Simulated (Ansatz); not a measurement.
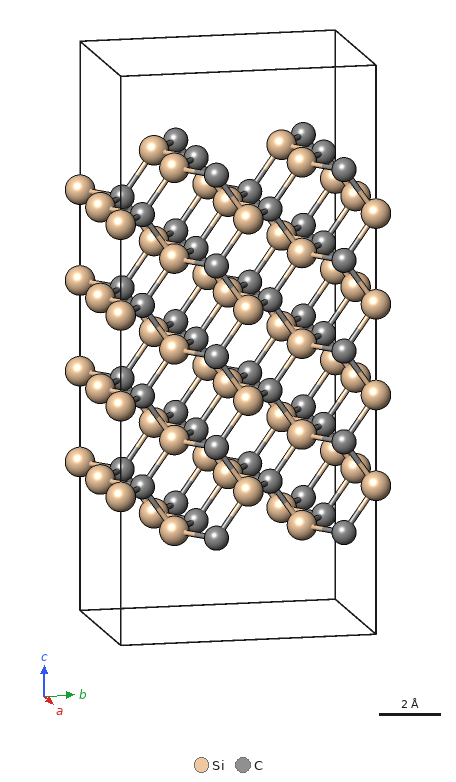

*The input geometry (ball-and-stick view of the 2 × 2 repeat of the cell, with the vacuum cut short, seen slightly off an axis).*

**Run report: SiC, single-point calculation**

System: SiC (slab, 18 atoms in the cell).
Method: DFT PBEsol, scalar-relativistic, plane waves, PAW, no spin polarisation (Ansatz 0.2.0).

The structure derives from an entry of the Crystallography Open Database. Figures and captions count atoms from 1; the log counts them from 0 in places.

**Input file**
```yaml
crystal:
  lattice:
    - [3.0807515649, 0.0, 0.0]
    - [0.0, 4.3568406454, 0.0]
    - [0.0, 0.0, 27.3230062598]
  atoms:
    - { symbol: Si, position: [0.5, 0.5, 0.2744939531] }
    - { symbol: C, position: [0.0, 0.75, 0.2744939531] }
    - { symbol: Si, position: [0.0, 0.0, 0.3308704649] }
    - { symbol: C, position: [0.5, 0.25, 0.3308704649] }
    - { symbol: Si, position: [0.5, 0.5, 0.3872469766] }
    - { symbol: C, position: [0.0, 0.75, 0.3872469766] }
    - { symbol: Si, position: [0.0, 0.0, 0.4436234883] }
    - { symbol: C, position: [0.5, 0.25, 0.4436234883] }
    - { symbol: Si, position: [0.5, 0.5, 0.5] }
    - { symbol: C, position: [0.0, 0.75, 0.5] }
    - { symbol: Si, position: [0.0, 0.0, 0.5563765117] }
    - { symbol: C, position: [0.5, 0.25, 0.5563765117] }
    - { symbol: Si, position: [0.5, 0.5, 0.6127530234] }
    - { symbol: C, position: [0.0, 0.75, 0.6127530234] }
    - { symbol: Si, position: [0.0, 0.0, 0.6691295351] }
    - { symbol: C, position: [0.5, 0.25, 0.6691295351] }
    - { symbol: Si, position: [0.5, 0.5, 0.7255060469] }
    - { symbol: C, position: [0.0, 0.75, 0.7255060469] }
basis:
  ecutwfc: 420
kpoints:
  mp_grid: { grid: [9, 6, 1] }
hamiltonian:
  xc: pbesol
scf:
  occupations: { method: gaussian, width: 0.05 }
output:
  forces: true
  stress: true
  eigenvalues: true
  write_density: true
  write_potential: true
  elf: true
  volumetric_format: npy
efield:
  axis: 3
  dipole_correction: true
```

Run on 2 threads of Intel Xeon @ 2.50GHz (Skylake/Cascade Lake), 189 GiB of memory available, shared host.

Command:
```bash
ansatz run input.yaml --threads 2 --pin off --max-ram 5120MiB --backend cpu --events-out ev --progress --plain --runs-dir out
```

**Log**
```
Engine: ansatz 0.2.0, x86_64-unknown-linux-gnu
Pseudopotentials: kind: paw
Pseudopotential: Si, paw, valence charge 4, recommended cutoff 420 eV (normal), Si.paw.azcp
Pseudopotential: C, paw, valence charge 4, recommended cutoff 420 eV (normal), C.paw.azcp
Functional definition: PBEsol
  exchange = pbesol_x
  correlation = pbesol_c
Crystal: 18 atoms, lattice volume = 366.739 Å³
Basis set: ecut = 420 eV, 7127 PW (Γ), exchange–correlation on 48×60×384 points (8 copies of the dense FFT grid, shifted against one another)
Bands: 54, of which v1, the nominal top of the filled ones, is band 36 counted from 1 (35 counted from 0)
Symmetry: 2 space group operations
k-points: 20 of 54 (time reversal used)
Non-local potential: Si, projectors of the file, l = 0: 2, l = 1: 2, l = 2: 2
Non-local potential: C, projectors of the file, l = 0: 2, l = 1: 2, l = 2: 1
PAW form: soft (Blöchl's): semilocal exchange-correlation on the pseudo side does not see the compensation charge
PAW frozen core: Si, regenerated for the run's functional, and the local potential with it (the file was generated under x = pbe(κ = 0.804, μ = 0.2195149727645171), c = pbe(β = 0.06672455060314922))
PAW frozen core: C, regenerated for the run's functional, and the local potential with it (the file was generated under x = pbe(κ = 0.804, μ = 0.2195149727645171), c = pbe(β = 0.06672455060314922))
PAW one-centre angular grid: Si, 110 points (default); XC on 64 Gauss nodes
PAW one-centre angular grid: C, 110 points (default); XC on 64 Gauss nodes
Initial density: superposition of atomic densities (neutral atoms: chi_scale 0, normalization atom), corrected by the library's trained network
Initial wavefunctions: pseudopotential atomic-orbital guess
Functional: x = pbesol(κ = 0.804, μ = 0.12345679012345678), c = pbesol(β = 0.046)
SCF iter   1: F=—  HF=-7811.897185 eV  |F-HF|=—  |Δ(HF+E_count)|=         —  Δρ=6.55e-3  dr2=3.72e-1  ethr=1.77e-3  p=0.000 e·Å  D=1.04e-13 V/Å  ΔV_dip=-0.00 eV  dr2_dipole=4.70e-7  V_vac-E_F(+/−)=5.05/5.05 eV  ⟨swp⟩=9.0  Hψ=6558  notcnv=0  defer=111
efield: sawtooth ramp at fractional position 0.9500 (placed from the atoms, in the widest stretch of the axis that holds none; the zero of the levels goes with the place), width 0.1000; the density the first Hamiltonian is built on has a dipole p = 0.000 e·Å; the dipole correction subtracts the counter field D = 1.04e-13 V/Å, which shifts the + side's vacuum level by -0.00 eV against the − side's; the planar-averaged density in the ramp window peaks in size at 4.5e-5 e/Å³
preconditioner: auto → Resta (q_TF=auto, 2.080 Å⁻¹)  ε∞=3.2  [insulator: Δε(μ)=0.399 eV  Ē_g=11.015 eV  σ=0.050 eV  W_gap=1.00  n_scr=50 (ndim 8)  ℏωp=16.5 eV  f_vac=0.418  D(μ)=0.00/eV (n_scr^D=0)  ε∞_Penn≈3.2  vacuum switching on, ρ_ref=8.8e-3 e/Å³]
SCF iter   2: F=—  HF=-7811.823834 eV  |F-HF|=—  |Δ(HF+E_count)|=   7.34e-2  Δρ=2.49e-3  dr2=3.44e-2  ethr=5.16e-4  p=-0.000 e·Å  D=-1.07e-4 V/Å  ΔV_dip=0.00 eV  dr2_dipole=9.33e-7  V_vac-E_F(+/−)=4.90/4.90 eV  ⟨swp⟩=3.4  Hψ=1956  notcnv=0  defer=255
SCF iter   3: F=—  HF=-7811.819825 eV  |F-HF|=—  |Δ(HF+E_count)|=   4.01e-3  Δρ=1.19e-3  dr2=8.64e-3  ethr=4.77e-5  p=0.000 e·Å  D=5.06e-5 V/Å  ΔV_dip=-0.00 eV  dr2_dipole=2.83e-7  V_vac-E_F(+/−)=4.97/4.97 eV  ⟨swp⟩=2.6  Hψ=1602  notcnv=0  defer=258
SCF iter   4: F=—  HF=-7811.819266 eV  |F-HF|=—  |Δ(HF+E_count)|=   5.60e-4  Δρ=3.86e-4  dr2=1.18e-3  ethr=1.20e-5  p=-0.000 e·Å  D=-4.87e-5 V/Å  ΔV_dip=0.00 eV  dr2_dipole=2.33e-7  V_vac-E_F(+/−)=4.97/4.97 eV  ⟨swp⟩=2.3  Hψ=1288  notcnv=0  defer=258
SCF iter   5: F=—  HF=-7811.819307 eV  |F-HF|=—  |Δ(HF+E_count)|=   4.17e-5  Δρ=1.50e-4  dr2=1.27e-4  ethr=1.63e-6  p=0.000 e·Å  D=3.82e-5 V/Å  ΔV_dip=-0.00 eV  dr2_dipole=1.53e-7  V_vac-E_F(+/−)=4.98/4.98 eV  ⟨swp⟩=2.5  Hψ=1556  notcnv=0  defer=258
SCF iter   6: F=—  HF=-7811.819310 eV  |F-HF|=—  |Δ(HF+E_count)|=   2.70e-6  Δρ=6.97e-5  dr2=2.11e-5  ethr=1.76e-7  p=-0.000 e·Å  D=-1.59e-5 V/Å  ΔV_dip=0.00 eV  dr2_dipole=2.74e-8  V_vac-E_F(+/−)=4.99/4.99 eV  ⟨swp⟩=2.5  Hψ=1456  notcnv=0  defer=258
SCF iter   7: F=—  HF=-7811.819447 eV  |F-HF|=—  |Δ(HF+E_count)|=   1.37e-4  Δρ=1.96e-5  dr2=2.13e-6  ethr=2.93e-8  p=0.000 e·Å  D=5.46e-6 V/Å  ΔV_dip=-0.00 eV  dr2_dipole=2.99e-9  V_vac-E_F(+/−)=4.99/4.99 eV  ⟨swp⟩=2.1  Hψ=1625  notcnv=0  defer=258
SCF iter   8: F=—  HF=-7811.819448 eV  |F-HF|=—  |Δ(HF+E_count)|=   1.23e-6  Δρ=5.60e-6  dr2=1.85e-7  ethr=2.96e-9  p=-0.000 e·Å  D=-7.36e-6 V/Å  ΔV_dip=0.00 eV  dr2_dipole=5.62e-9  V_vac-E_F(+/−)=4.99/4.99 eV  ⟨swp⟩=2.1  Hψ=1544  notcnv=0  defer=258
SCF iter   9: F=-7811.819448 eV  HF=-7811.819448 eV  |F-HF|=1.23e-9  |Δ(HF+E_count)|=   1.04e-7  Δρ=1.85e-6  dr2=2.48e-8  ethr=1.39e-10  p=0.000 e·Å  D=6.77e-6 V/Å  ΔV_dip=-0.00 eV  dr2_dipole=4.74e-9  V_vac-E_F(+/−)=4.99/4.99 eV  ⟨swp⟩=29.1  Hψ=12177  notcnv=0
SCF 1 converged in 9 iterations: F = -7811.819448 eV  dr2 = 2.48e-8
  greatest PAW one-centre occupation: 0.649 electrons in one spin orbital (limit 2), on the C atom at site 17 (counted from 0), in its partial waves of l = 0
WARN: The output density's exchange-correlation potential varies sharply where the density is thin. Do not read a vacuum level from v_tot or v_xc, or from such a field of the output density. On a cell that repeats whose density bears no net charge and no dipole along the vacuum's axis use v_es (v_loc + v_h of the components); under efield.dipole_correction with no amplitude use v_es + v_field, which holds any external_charges[].barrier, or the levels of the report's work_function block, which leave it out; under a non-zero efield.amplitude the vacuum is tilted and has no level; on a cell that repeats and bears such a dipole with no correction it is tilted too, and efield.dipole_correction with no amplitude gives each side of its ramp a level where efield: is served; in a cell that repeats whose density bears a net charge (total_charge, or a fill off its count) it is curved and has none; of a slab under crystal.periodic whose density bears no net charge use v_es, which has a level on each side, short of where the two are joined; of another it falls or rises all the way out and has none; of a slab beside external_charges read slab_vacuum_level instead, which it has where they leave it neutral. The grid or the basis barely resolves most such structure, and the values can differ between equally converged runs; as a rule a tighter scf.convergence.dr2_threshold does not remove it. Where the density itself ripples (under the LDA too) a higher basis.ecutwfc lessens it. The files hold the spikes' plane waves up to the density's cutoff. Files: v_tot_of_output_density and the like, and their columns of v_z.tsv (output.write_potential); v_xc_of_output_density and the like, and their columns of v_comp_z.tsv (output.write_potential_components). Measured: with its Gaussian average of σ = 0.25 Å subtracted twice, the exchange-correlation potential is over 0.1 eV at 31 of the grid points where the equally averaged density (valence and model cores) is under 1e-3 e/Å³, and 0.259 eV at the most among them, at an averaged density of 2.2e-7 e/Å³. The input density's (outcome.potential() and, of a run that writes arrays, v_tot and v_xc) is over 0.1 eV, so measured, at 27 points of its own thin density, 0.314 eV at the most. See output.write_potential in the manual, Limitations
SCF converged after 9 iterations
Free energy (F): -7811.819448 eV
Harris-Foulkes:  -7811.819448 eV  (|F-HF|=1.23e-9)
Internal energy: -7811.819448 eV  (E = F + TS)
E sigma→0 (E₀):  -7811.819448 eV
Entropy (-TS):   -0.000000 eV (-0.000 meV/atom)
Fermi energy:    2.736448 eV
Dipole field:    D = -0.000062 V/Å  (p = -0.000125 e·Å, saw-weighted, corrected)
Work function:   Φ+ = 4.9897 eV   Φ− = 4.9881 eV
Levels:          The Fermi level and band energies are counted from a zero that moves with the ramp; work functions are not
--- Per-component energies (eV) ---
  E_band       = -268.267861
  E_kinetic    = 1197.427812
  E_local      = -39532.897840  (includes V_loc(G=0)·N_el)
  E_nonlocal   = 467.051996
  E_hartree    = 19326.236807
  E_xc         = -932.874234
  E_vxc        = -970.776671  (∫ρ·V_xc dr)
  E_paw        = -5347.114045  (= ΣΔE_a)
  E_vpaw       = -81.565872  (= ΣTr[D̂ρ^β])
  E_aug_tail   = 0.000115  (compensation charges beyond the density's cutoff)
  E_efield     = 0.000000  (sawtooth field / dipole correction)
  E_vefield    = 0.000000  (∫n·V_field dr)
  E_ewald      = 17009.875989
  E_core_change = 0.473950  (= ΣΔE_core)
  E_smearing   = -0.000000  (= −TS)
  E_closure    = 0.000000  (closes the sum)
  Σ components = -7811.819448   (vs F -7811.819448, Δ=0.00e0)
--- Forces (eV/Å), atoms counted from 1 ---
  atom   1  Si     0.00000000     2.83980415     1.75201418
  atom   2  C      0.00000000    -1.84800730    -0.49830043
  atom   3  Si     0.00000000    -0.38217966    -0.92114375
  atom   4  C      0.00000000    -0.88187895    -0.42441905
  atom   5  Si     0.00000000     0.42071114    -0.03148521
  atom   6  C      0.00000000    -0.01838202     0.19369621
  atom   7  Si     0.00000000    -0.10115613    -0.04214921
  atom   8  C      0.00000000    -0.09464554    -0.04280120
  atom   9  Si     0.00000000     0.12466433    -0.00003759
  atom  10  C      0.00000000     0.00684103     0.00003929
  atom  11  Si     0.00000000    -0.10115492     0.04207498
  atom  12  C      0.00000000    -0.09465208     0.04288420
  atom  13  Si     0.00000000     0.42073553     0.03139572
  atom  14  C      0.00000000    -0.01838845    -0.19359575
  atom  15  Si     0.00000000    -0.38221409     0.92110034
  atom  16  C      0.00000000    -0.88189627     0.42453799
  atom  17  Si     0.00000000     2.83986518    -1.75204740
  atom  18  C      0.00000000    -1.84805310     0.49834344
  max |Σ_I F_I| component: 1.07e-4 eV/Å
--- Stress (GPa, compression-positive) ---
       -1.617241       0.000000       0.000000
        0.000000      -3.170193      -0.000049
        0.000000      -0.000049      -1.638820
  P = ⅓ Tr σ = -2.1421 GPa (-21.421 kbar)
--- Band table (eV; the first three rows and the last of 20) ---
  k-point 0: bands = ["-13.4053", "-12.9089", "-12.1736", "-11.2246", "-10.1102", "-9.0651", "-8.5084", "-8.2246", "-8.1849", "-5.8435", "-5.4851", "-5.0996", "-4.5738", "-3.7073", "-3.4224", "-3.3442", "-2.5384", "-2.2466", "-2.2358", "-1.3006", "-1.2270", "-1.0733", "-0.8493", "-0.6368", "-0.3277", "0.0532", "0.2962", "0.8660", "0.9699", "1.0710", "1.4883", "1.7705", "2.0349", "2.0412", "2.0998", "2.1799", "3.6119", "3.9180", "3.9559", "4.6153", "5.4895", "6.4447", "6.4949", "7.2294", "7.3822", "7.6504", "8.3447", "8.3918", "8.5380", "8.6040", "8.9179", "9.0952", "9.1218", "9.2163"]
  k-point 1: bands = ["-13.2246", "-12.7322", "-12.0057", "-11.0767", "-10.0168", "-9.3088", "-9.2184", "-8.7925", "-8.6747", "-5.4841", "-5.4475", "-4.9083", "-4.8195", "-4.4397", "-3.3249", "-2.5360", "-2.4479", "-2.0056", "-1.7062", "-1.2436", "-1.0821", "-0.9405", "-0.7141", "-0.2126", "-0.2051", "0.0173", "0.3733", "0.8673", "0.9798", "1.1506", "1.3825", "1.5006", "1.8390", "1.8417", "1.9717", "2.1956", "3.7336", "3.8349", "4.0719", "4.8957", "5.7586", "6.6807", "6.7090", "7.4254", "7.5718", "7.8051", "8.1744", "8.2113", "8.3848", "8.5920", "8.7625", "8.8574", "9.2532", "9.5274"]
  k-point 2: bands = ["-12.6880", "-12.2093", "-11.5151", "-10.6723", "-10.6416", "-10.2372", "-9.9513", "-9.4189", "-9.2560", "-6.0524", "-5.9598", "-4.9493", "-4.7248", "-3.7128", "-3.4443", "-2.8733", "-1.6212", "-1.1421", "-1.0589", "-0.6590", "-0.6432", "-0.4480", "-0.3239", "0.1094", "0.1607", "0.2638", "0.5627", "0.7965", "0.8279", "0.9207", "0.9436", "1.0383", "1.5146", "1.5226", "2.0812", "2.1296", "3.4899", "3.5215", "4.9142", "5.7392", "6.5323", "7.2804", "7.3171", "7.6415", "7.6429", "7.7497", "7.9797", "8.1746", "8.2932", "8.3823", "9.0451", "9.0717", "9.3101", "9.3297"]
  k-point 19: bands = ["-9.9936", "-9.9034", "-9.6270", "-9.4444", "-9.1070", "-8.8433", "-8.6065", "-7.7713", "-7.6631", "-6.4128", "-6.3867", "-5.9797", "-5.9350", "-5.4184", "-5.3861", "-5.0696", "-4.8091", "-4.7018", "-3.2059", "-3.1080", "-2.8053", "-2.4632", "-1.8501", "-1.6527", "-1.6461", "-1.3878", "-0.5848", "-0.5595", "-0.2981", "-0.1803", "0.2581", "0.4969", "0.5127", "0.6877", "2.4644", "2.5734", "3.1104", "3.2081", "6.9350", "6.9354", "7.0937", "7.1758", "7.5050", "7.7309", "7.9829", "8.0085", "8.0452", "8.3618", "8.6990", "9.0101", "9.0841", "9.1585", "9.4246", "9.5312"]
```

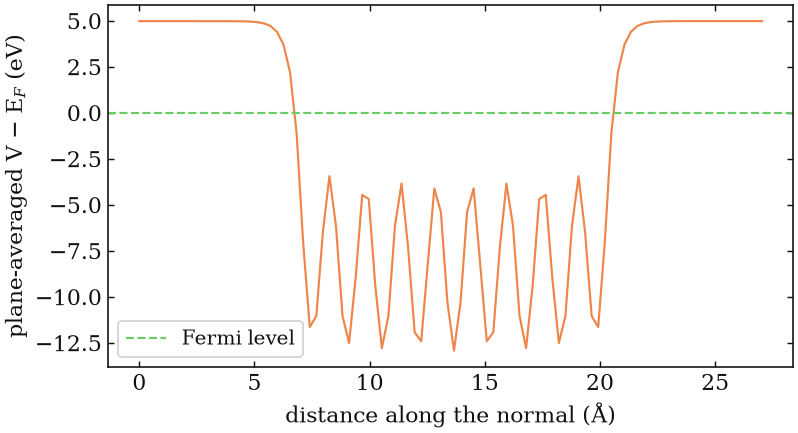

*Plane average of the electrostatic potential energy of an electron across the cell, from the Fermi level.*

The vacuum level lies 4.99 eV above the Fermi level.

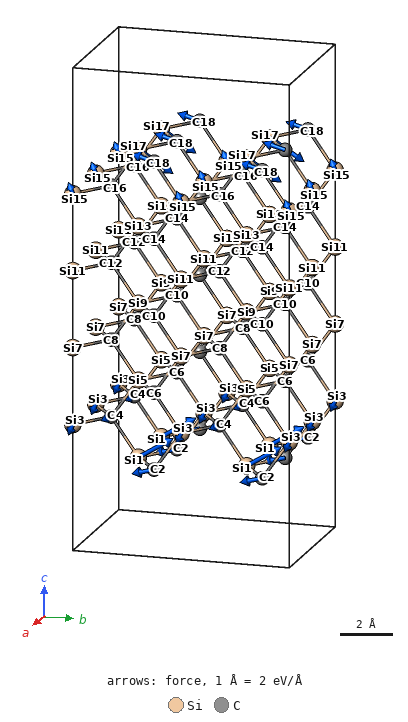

*Forces on the atoms as blue arrows (ball-and-stick view of the 2 × 2 repeat of the cell, with the vacuum cut short, seen slightly off an axis; atoms are numbered from 1 in the order of the input); the smallest are left out.*

The largest act on Si1, Si17 (3.34 eV/Å); C2, C18 (1.91 eV/Å). The geometry is not a stationary point of this energy.

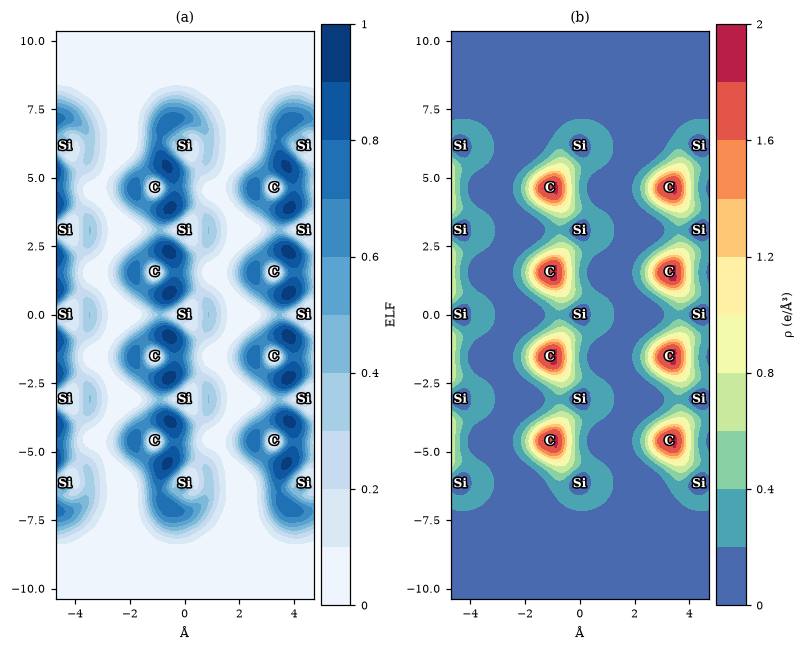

*(a) electron localisation function; (b) valence pseudo-density on the (100) plane of the calculation cell, a cut from vacuum to vacuum.*

The section cuts through Si and C sites. Si–C (1.89 Å): ρ is about 0.86 e/Å³ halfway; the ELF peaks at about 0.90 between the atoms, which marks a covalent bond. The density dies away to nearly zero in the vacuum. The fields are those of the smooth PAW valence density.

**Summary**

| quantity | value |
| --- | --- |
| outcome | converged |
| electrons treated | 72 |
| free energy | −7811.8194 eV |
| work function, top face | 4.99 eV |
| work function, bottom face | 4.99 eV |
| Fermi energy | 2.736 eV |
| gap on the k-point mesh | 0.33 eV |
| work function (upper face) | 4.99 eV |
| largest force (length of the vector) | 3.337 eV/Å |
| wall time | 94 s (CPU time 93 s) |
| peak memory | 0.78 GiB |

Warnings of the run: the exchange-correlation potential is rough where the density is thin.
